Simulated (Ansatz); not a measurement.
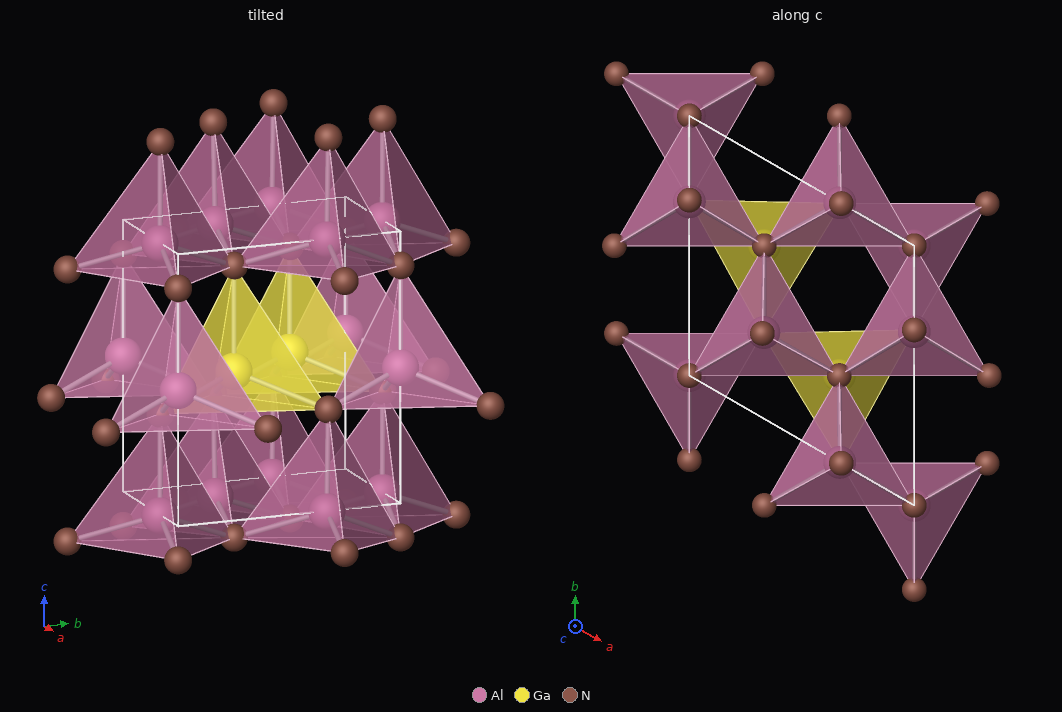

Structure drawing (polyhedral), viewed slightly off an axis and along the c axis. Lines trace the edges of the conventional unit cell. Some atoms of the next cells are drawn as well.

Al2GaN3, space group P31m (No. 157), a = 5.47 Å, b = 5.47 Å, c = 5.10 Å, α = 90.00°, β = 90.00°, γ = 120.00°.

The calculation used DFT r2SCAN, scalar-relativistic, plane waves, PAW (Ansatz), with a cutoff energy of 500 eV, k-points on a 6×6×6 grid, Gaussian smearing of 0.02 eV, no spin polarisation.

**Is the electronic structure metallic or gapped?**

An insulator at this level, with a gap of 3.74 eV, direct.

**Under what pressure is the structure?**

The computed pressure is -5.1 GPa (stretched: it would shrink).

The structure comes from a structure type filled with these elements by a generator (whether the compound takes this form wasn't checked). Earlier steps of the study, as a rule a relaxation of our own, may have changed the cell and positions, so they can lie some per cent off the listed ones. It was run through Ansatz as a DFT input.

At this level of theory the run's own cell isn't at rest (stretched, at -5 GPa), so its distances can differ from those at equilibrium, the more so the softer the solid.
